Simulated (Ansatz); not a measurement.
**Rh: density, localisation and related maps**

Input

```
crystal:
  lattice:
    - [2.7309790422, 0.0, 0.0]
    - [-1.3654895211, 2.3650972278, 0.0]
    - [0.0, 0.0, 4.428489]
  atoms:
    - { symbol: Rh, position: [0.6666666667, 0.3333333333, 0.75], spin: 0.8 }
    - { symbol: Rh, position: [0.3333333333, 0.6666666667, 0.25], spin: 0.8 }
magnetization:
  spin_polarized: true
  initial_magnetization: 1.6
  spin_locking: { lock_magnetization: hard }
kpoints:
  mp_grid: { grid: [16, 16, 9] }
scf:
  occupations: { method: fermi_dirac, width: 0.05 }
  lower_state_search: "off"
hamiltonian:
  xc: lda
  pseudopotentials: { kind: paw }
output:
  forces: true
  stress: true
  eigenvalues: true
  write_density: true
  write_potential: true
  elf: true
  volumetric_format: npy
```

Launched as:

```sh
ansatz run input.yaml --threads 1 --pin off --max-ram 3072MiB --backend cpu --events-out ev --progress --plain --runs-dir out
```

Below, planes, directions and counts refer to the conventional cell (a = 2.73 Å, b = 2.73 Å, c = 4.43 Å, α = 90.00°, β = 90.00°, γ = 120.00°).

Space group P6₃/mmc; a structure from a database of computed crystals, not necessarily the ambient phase; computed pressure about −16 GPa in this cell; spin-polarised.

Method: DFT, LDA, PAW with Ansatz's default frozen-core files, scalar-relativistic (Ansatz 0.2.0).

Core electrons are frozen (PAW), and the valence fields are smoothed inside the atomic spheres.

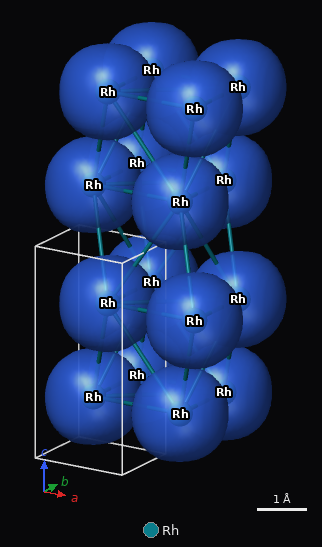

Figure 1. Isosurfaces of the spin density (up minus down) at +0.04 (blue) and −0.04 e/Å³ (red), seen at an oblique angle. Sticks mark near contacts.

Question: Where is the spin, and how is it ordered?

Answer: The spin density sits on Rh: +0.8 μB (×2) in one cell of 2 atoms: parallel moments (a ferromagnetic arrangement) in this solution. The cell of the calculation (2 atoms) carries 1.6 μB of net spin moment. Only one sign reaches the isovalue.

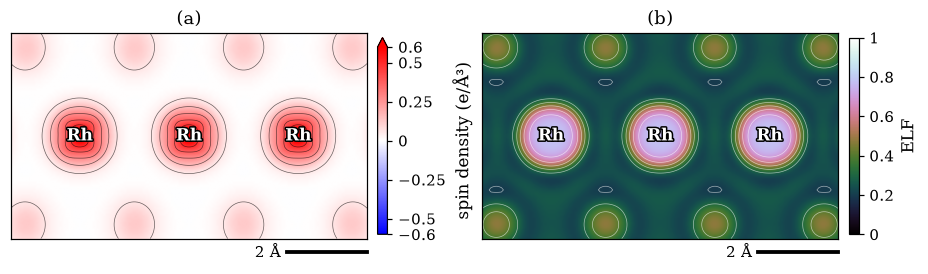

Figure 2. (a) spin density; (b) ELF on the (100) plane of the conventional cell.

Question: What do the fields say about this system?

Answer: The plane passes through Rh nuclei. Atoms just off the plane (Rh, 0.8 Å away) can leave unmarked features too. Rh–Rh (2.73 Å): the ELF is about 0.25 at the midpoint: no localised pair shows between them. The features right at Rh lie inside the PAW spheres, where the map follows smoothed inner orbitals and isn't to be read closely.

Question: Does the calculation give a band gap?

Answer: It is gapless in this calculation (a metal or semimetal).
